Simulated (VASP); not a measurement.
## BP: geometry relaxation

System: BP (Fm-3m, 2 atoms in the cell).
Method: DFT, plane waves, PAW, settings varied from a PBEsol run (VASP 6.6.1).

The structure was built on a prototype by a generator. The geometry comes from this level: PBE.

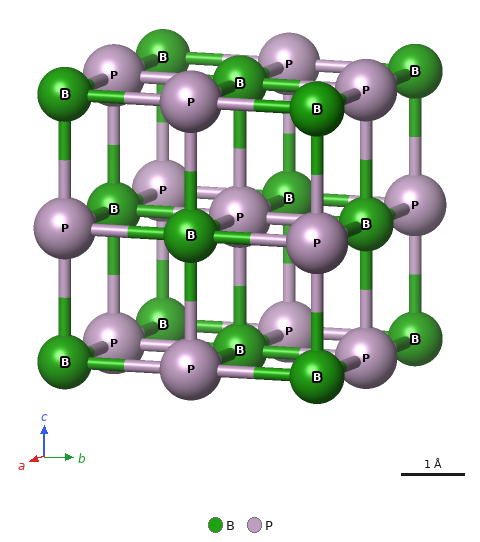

Fig. 1: The input geometry (ball-and-stick view of the cell 4 times as large as that of the calculation, set on its symmetry axes, seen slightly off an axis). Near neighbours in the crystal (not all of them lie inside the picture): B has 6 P at 2.16 Å; P has 6 B at 2.16 Å.

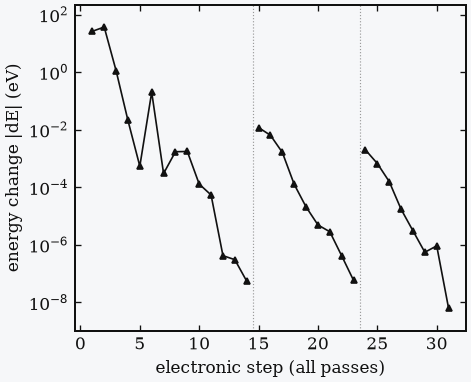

Fig. 2: Convergence of the self-consistent field: energy change |dE| against the electronic step. Each stretch between dotted lines is the SCF of one geometry step of a relaxation. The 3 ionic steps take 8 to 14 electronic steps each. The density is held fixed in the first few steps, and dE rises again when its update begins.

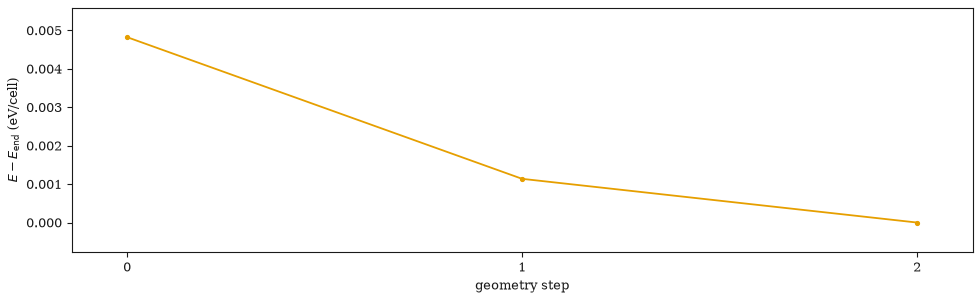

Fig. 3: Progress of the relaxation, step by step (steps are counted from 0).

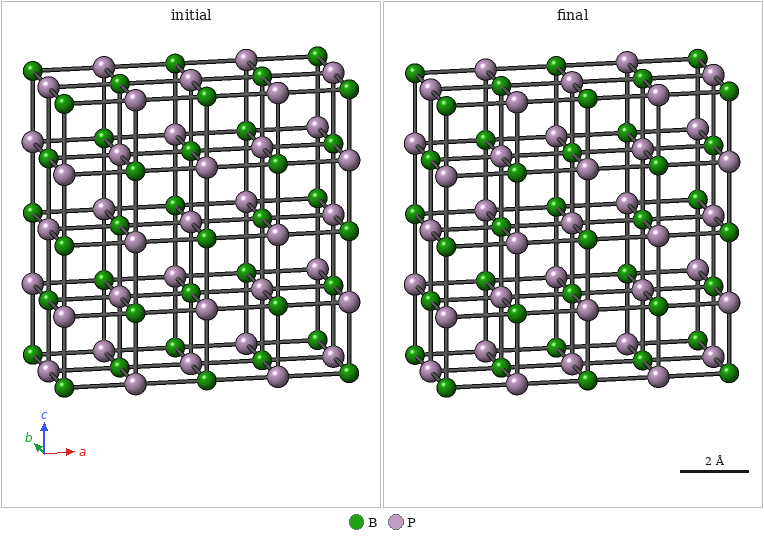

Fig. 4: Before (left) and after (right) the relaxation, at one scale (ball-and-stick view of the cell 4 times as large as that of the calculation, set on its symmetry axes, repeated 2 × 1 × 2, seen slightly off an axis). The atoms keep their places relative to the cell (all moves are under 0.005 Å). Cell: a = b = c 4.313 → 4.282 Å (−0.7 %). Volume −2.1 %. Distances before and after: B1–P2 2.156 → 2.141 Å. The space group stays Fm-3m (No. 225). After 2 geometry steps the energy has fallen by 4.8 meV per cell of the calculation. All forces vanish by symmetry, so only the cell relaxes. (Atoms are counted from 1 in the order of the input.)

The input and output of the run follow.

INCAR
```
ENCUT = 600.000000
SIGMA = 0.020000
EDIFF = 1.00e-07
EDIFFG = -5.00e-03
GGA = PS
PREC = Accurate
IBRION = 2
ISIF = 3
ISMEAR = -1
NELM = 120
NSW = 40
LASPH = .TRUE.
LCHARG = .FALSE.
LWAVE = .FALSE.
LREAL = .FALSE.
NBANDS = 5
ALGO = Fast
```

KPOINTS
```
KPOINTS created by Atomic Simulation Environment
0
Gamma
10 10 10
0 0 0
```

POSCAR
```
B  P
 1.0000000000000000
     0.0000000000000000    2.1562587605723387    2.1562587605723387
     2.1562587605723387    0.0000000000000000    2.1562587605723387
     2.1562587605723387    2.1562587605723387    0.0000000000000000
 B   P
   1   1
Cartesian
  0.0000000000000000 -0.0000000000000000 -0.0000000000000000
  2.1562587605723387  2.1562587605723387  2.1562587605723387
```

Launch command:
```bash
mpirun -np 1 vasp_std
```

OSZICAR
```
N       E                     dE             d eps       ncg     rms          rms(c)
DAV:   1     0.262160634687E+02    0.26216E+02   -0.43611E+03   475   0.165E+03
DAV:   2    -0.107475338009E+02   -0.36964E+02   -0.34695E+02   695   0.195E+02
DAV:   3    -0.118814253285E+02   -0.11339E+01   -0.89207E+00   585   0.371E+01
DAV:   4    -0.119024477108E+02   -0.21022E-01   -0.20891E-01   620   0.401E+00
DAV:   5    -0.119029880238E+02   -0.54031E-03   -0.54019E-03   625   0.406E-01    0.614E+00
RMM:   6    -0.117014579434E+02    0.20153E+00   -0.50317E-01   475   0.625E+00    0.346E+00
RMM:   7    -0.117017590743E+02   -0.30113E-03   -0.25250E-01   475   0.431E+00    0.107E+00
RMM:   8    -0.117000405654E+02    0.17185E-02   -0.39861E-02   471   0.217E+00    0.305E-01
RMM:   9    -0.116982865567E+02    0.17540E-02   -0.50939E-03   478   0.843E-01    0.550E-02
RMM:  10    -0.116984158174E+02   -0.12926E-03   -0.17422E-03   482   0.351E-01    0.620E-02
RMM:  11    -0.116983617798E+02    0.54038E-04   -0.39114E-04   477   0.224E-01    0.676E-03
RMM:  12    -0.116983613590E+02    0.42081E-06   -0.31024E-05   481   0.618E-02    0.155E-03
RMM:  13    -0.116983616643E+02   -0.30536E-06   -0.52332E-06   465   0.183E-02    0.150E-03
RMM:  14    -0.116983617192E+02   -0.54862E-07   -0.70640E-07   353   0.705E-03
   1 F= -.11698362E+02 E0= -.11697240E+02  d E =-.116984E+02
       N       E                     dE             d eps       ncg     rms          rms(c)
DAV:   1    -0.117102354666E+02   -0.11874E-01   -0.29466E-01   485   0.684E+00    0.646E-01
RMM:   2    -0.117038258022E+02    0.64097E-02   -0.93405E-03   470   0.135E+00    0.331E-01
RMM:   3    -0.117021936384E+02    0.16322E-02   -0.72398E-03   473   0.837E-01    0.735E-02
RMM:   4    -0.117020671343E+02    0.12650E-03   -0.54581E-04   474   0.334E-01    0.359E-02
RMM:   5    -0.117020463723E+02    0.20762E-04   -0.12283E-04   484   0.116E-01    0.375E-02
RMM:   6    -0.117020512806E+02   -0.49084E-05   -0.31435E-05   495   0.573E-02    0.182E-02
RMM:   7    -0.117020484347E+02    0.28460E-05   -0.28286E-05   481   0.550E-02    0.697E-03
RMM:   8    -0.117020480207E+02    0.41393E-06   -0.21099E-06   468   0.217E-02    0.319E-03
RMM:   9    -0.117020479626E+02    0.58148E-07   -0.22737E-07   310   0.550E-03
   2 F= -.11702048E+02 E0= -.11701468E+02  d E =-.368624E-02
       N       E                     dE             d eps       ncg     rms          rms(c)
DAV:   1    -0.117040339803E+02   -0.19860E-02   -0.30136E-02   530   0.216E+00    0.208E-01
RMM:   2    -0.117033643807E+02    0.66960E-03   -0.99795E-04   471   0.426E-01    0.107E-01
RMM:   3    -0.117032064885E+02    0.15789E-03   -0.77344E-04   474   0.265E-01    0.242E-02
RMM:   4    -0.117031892383E+02    0.17250E-04   -0.66942E-05   473   0.110E-01    0.111E-02
RMM:   5    -0.117031861635E+02    0.30747E-05   -0.15971E-05   484   0.402E-02    0.117E-02
RMM:   6    -0.117031867164E+02   -0.55291E-06   -0.41390E-06   494   0.200E-02    0.679E-03
RMM:   7    -0.117031857954E+02    0.92107E-06   -0.50473E-06   490   0.227E-02    0.330E-03
RMM:   8    -0.117031857891E+02    0.62304E-08   -0.33929E-07   338   0.937E-03
   3 F= -.11703186E+02 E0= -.11702500E+02  d E =-.482407E-02
```

Parts of OUTCAR
```
k-points           NKPTS =     47   k-points in BZ     NKDIM =     47   number of bands    NBANDS=      5

   NELECT =       8.0000    total number of electrons

   dimension x,y,z NGX =    24 NGY =   24 NGZ =   24
   dimension x,y,z NGXF=    48 NGYF=   48 NGZF=   48

  energy-cutoff  :      600.00
  volume of cell :       19.62
      direct lattice vectors                 reciprocal lattice vectors
    -0.000000000  2.140764772  2.140764772    -0.233561392  0.233561392  0.233561392
     2.140764772  0.000000000  2.140764772     0.233561392 -0.233561392  0.233561392
     2.140764772  2.140764772  0.000000000     0.233561392  0.233561392 -0.233561392

 k-points in reciprocal lattice and weights: KPOINTS created by Atomic Simulation Env
   0.00000000  0.00000000  0.00000000       0.001
   0.10000000  0.00000000  0.00000000       0.008
   0.20000000  0.00000000  0.00000000       0.008
   0.30000000  0.00000000  0.00000000       0.008
   0.40000000  0.00000000  0.00000000       0.008
   0.50000000  0.00000000  0.00000000       0.004
   0.10000000  0.10000000  0.00000000       0.006
   0.20000000  0.10000000  0.00000000       0.024
   0.30000000  0.10000000  0.00000000       0.024
   0.40000000  0.10000000  0.00000000       0.024
   0.50000000  0.10000000  0.00000000       0.024
  -0.40000000  0.10000000  0.00000000       0.024
  -0.30000000  0.10000000  0.00000000       0.024
  -0.20000000  0.10000000  0.00000000       0.024
  -0.10000000  0.10000000  0.00000000       0.012
   0.20000000  0.20000000  0.00000000       0.006
   0.30000000  0.20000000  0.00000000       0.024
   0.40000000  0.20000000  0.00000000       0.024
   0.50000000  0.20000000  0.00000000       0.024
  -0.40000000  0.20000000  0.00000000       0.024
  -0.30000000  0.20000000  0.00000000       0.024
  -0.20000000  0.20000000  0.00000000       0.012
   0.30000000  0.30000000  0.00000000       0.006
   0.40000000  0.30000000  0.00000000       0.024
   0.50000000  0.30000000  0.00000000       0.024
  -0.40000000  0.30000000  0.00000000       0.024
  -0.30000000  0.30000000  0.00000000       0.012
   0.40000000  0.40000000  0.00000000       0.006
   0.50000000  0.40000000  0.00000000       0.024
  -0.40000000  0.40000000  0.00000000       0.012
   0.50000000  0.50000000  0.00000000       0.003
   0.30000000  0.20000000  0.10000000       0.024
   0.40000000  0.20000000  0.10000000       0.048
   0.50000000  0.20000000  0.10000000       0.048
  -0.40000000  0.20000000  0.10000000       0.024
   0.40000000  0.30000000  0.10000000       0.024
   0.50000000  0.30000000  0.10000000       0.048
  -0.40000000  0.30000000  0.10000000       0.048
  -0.30000000  0.30000000  0.10000000       0.048
  -0.20000000  0.30000000  0.10000000       0.024
   0.50000000  0.40000000  0.10000000       0.024
  -0.40000000  0.40000000  0.10000000       0.048
  -0.30000000  0.40000000  0.10000000       0.024
  -0.40000000  0.50000000  0.10000000       0.012
  -0.40000000  0.40000000  0.20000000       0.024
  -0.30000000  0.40000000  0.20000000       0.024
  -0.30000000  0.50000000  0.20000000       0.012

 E-fermi :   9.9807

 k-point     1 :       0.0000    0.0000    0.0000
  band No.  band energies     occupation
      1      -7.1770      2.00000
      2      10.0718      0.02078
      3      10.0718      0.02078
      4      10.0718      0.02078
      5      17.0648      0.00000

 k-point     2 :       0.1000    0.0000    0.0000
  band No.  band energies     occupation
      1      -6.9598      2.00000
      2       8.7629      2.00000
      3      10.0017      0.51826
      4      10.0017      0.51826
      5      17.0286      0.00000

 k-point     3 :       0.2000    0.0000    0.0000
  band No.  band energies     occupation
      1      -6.3117      2.00000
      2       6.1309      2.00000
      3       9.8934      1.97484
      4       9.8934      1.97484
      5      15.2618      0.00000

 k-point     4 :       0.3000    0.0000    0.0000
  band No.  band energies     occupation
      1      -5.2460      2.00000
      2       3.3380      2.00000
      3       9.9278      1.86729
      4       9.9278      1.86729
      5      13.4546      0.00000

 k-point     5 :       0.4000    0.0000    0.0000
  band No.  band energies     occupation
      1      -3.8142      2.00000
      2       0.7953      2.00000
      3      10.2239      0.00001
      4      10.2239      0.00001
      5      12.0392      0.00000

 [... the levels of 41 k-points are left out ...]

 k-point    47 :      -0.3000    0.5000    0.2000
  band No.  band energies     occupation
      1       0.0058      2.00000
      2       1.8586      2.00000
      3       2.7400      2.00000
      4       3.1815      2.00000
      5      12.4695      0.00000

  Total        0.0013552      0.0013552      0.0013552     -0.0000000     -0.0000000      0.0000000
  in kB        0.1106577      0.1106577      0.1106577     -0.0000000     -0.0000000      0.0000000
  external PRESSURE =       0.1106577 kB  Pullay stress =       0.0000000 kB

 POSITION                                       TOTAL-FORCE (eV/Angst)
 -----------------------------------------------------------------------------------
      0.00000      0.00000      0.00000         0.000000     -0.000000     -0.000000
      2.14076      2.14076      2.14076        -0.000000      0.000000      0.000000
 -----------------------------------------------------------------------------------
    total drift:                                0.000000     -0.000000     -0.000000

  FREE ENERGIE OF THE ION-ELECTRON SYSTEM (eV)
  ---------------------------------------------------
  free  energy   TOTEN  =       -11.7031857891 eV

  energy  without entropy=      -11.7018145903  energy(sigma->0) =      -11.70250019
```

CONTCAR
```
B  P
   1.00000000000000
    -0.0000000000000000    2.1407647715524152    2.1407647715524152
     2.1407647715524152    0.0000000000000000    2.1407647715524152
     2.1407647715524152    2.1407647715524152    0.0000000000000000
  B               P
     1     1
Direct
     0.0000000000000000    0.0000000000000000    0.0000000000000000
     0.5000000000000000    0.5000000000000000    0.5000000000000000

  0.00000000E+00  0.00000000E+00  0.00000000E+00
  0.00000000E+00  0.00000000E+00  0.00000000E+00
```

Trajectory as extended XYZ (Å, eV, eV/Å), 3 frames, from step=None to step=None
```
2
Lattice="0.0000 2.1563 2.1563 2.1563 0.0000 2.1563 2.1563 2.1563 0.0000" Properties=species:S:1:pos:R:3:forces:R:3 step=None energy=-11.69836
B     0.0000    0.0000    0.0000    0.0000   0.0000   0.0000
P     2.1563    2.1563    2.1563    0.0000   0.0000   0.0000
2
Lattice="-0.0000 2.1335 2.1335 2.1335 0.0000 2.1335 2.1335 2.1335 0.0000" Properties=species:S:1:pos:R:3:forces:R:3 step=None energy=-11.70205
B     4.2669    4.2669    4.2669    0.0000   0.0000   0.0000
P     2.1335    2.1335    2.1335    0.0000   0.0000   0.0000
2
Lattice="-0.0000 2.1408 2.1408 2.1408 0.0000 2.1408 2.1408 2.1408 0.0000" Properties=species:S:1:pos:R:3:forces:R:3 step=None energy=-11.70319
B     0.0000    0.0000    0.0000    0.0000   0.0000   0.0000
P     2.1408    2.1408    2.1408    0.0000   0.0000   0.0000
```

Key numbers

| quantity | value |
| --- | --- |
| outcome | converged |
| space group (tolerance 0.01 Å) | Fm-3m (225) |
| electrons treated | 8 |
| free energy | −11.7032 eV |
| Fermi energy | 9.981 eV |
| pressure | 0.01 GPa |
| final volume | 19.62 Å³ |
| largest force (length of the vector) at the end | under 0.001 eV/Å |
| final cell | a = 3.027 Å, b = 3.027 Å, c = 3.027 Å, α = 60.00°, β = 60.00°, γ = 60.00° |
| hardware | 1 CPU thread, shared host |
| wall time | 9.6 s |
| peak memory | 0.13 GiB |

Settings chosen away from the usual ones: NBANDS changed; ALGO = Fast.
